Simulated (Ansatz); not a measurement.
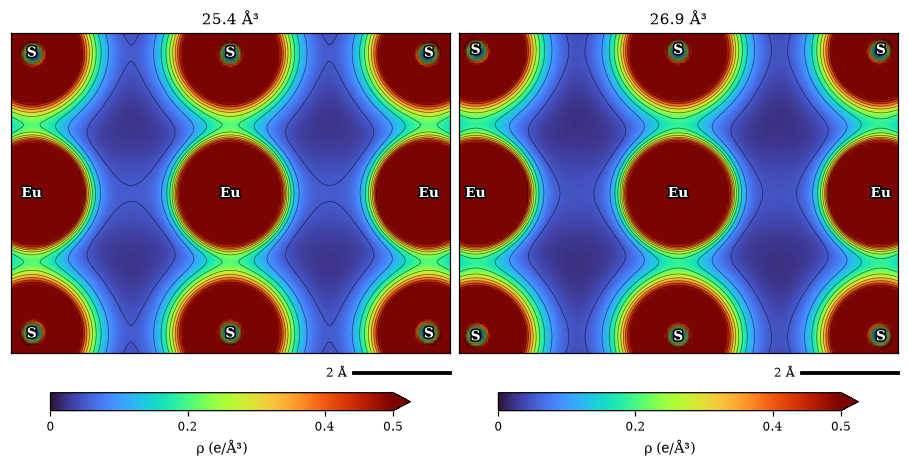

EuS. The valence electron density of cells scaled evenly to different volumes (given per atom above each panel), on the (101̄) plane of each (indices in the axes of the cell below), at one length scale and on one colour scale.

Spin-polarised.

Theory: Kohn-Sham DFT of a periodic cell, HSE06, Ansatz PAW (Ansatz).

Core electrons are frozen (PAW), and the valence fields are smoothed inside the atomic spheres.

The largest cell:

```xyz
2
Lattice="0.0000 2.9982 2.9982 2.9982 0.0000 2.9982 2.9982 2.9982 0.0000" Properties=species:S:1:pos:R:3 pbc="T T T"
Eu    0.0000    0.0000    0.0000
S     2.9982    2.9982    2.9982
```

| volume (Å³/atom) | Eu–S contact in the plane (Å) | ρ at its midpoint (e/Å³) | pressure (GPa) | gap on the mesh (eV) | largest moment (μB) | 
| --- | --- | --- | --- | --- | --- |
| 25.37 | 2.938 | 0.210 | 2.7 | 0.45 | 6.87 | 
| 25.90 | 2.959 | ? | ? | ? | ? | 
| 26.95 | 2.998 | 0.188 | −0.6 | 0.82 | 6.90 | 

What values belong in the row with question marks?

Answer. Over the known rows ln ρ falls by 1.84 per Å of Eu–S distance (the line through the two), which gives 0.202 e/Å³ at 2.959 Å; the calculation gives 0.202 e/Å³. For the pressure, a straight line in volume between the neighbouring rows gives 1.6 GPa; the calculation gives 1.5. For the gap on the mesh, a straight line in volume between the neighbouring rows gives 0.57 eV; the calculation gives 0.57. For the largest moment, a straight line in volume between the neighbouring rows gives 6.88 μB; the calculation gives 6.88.
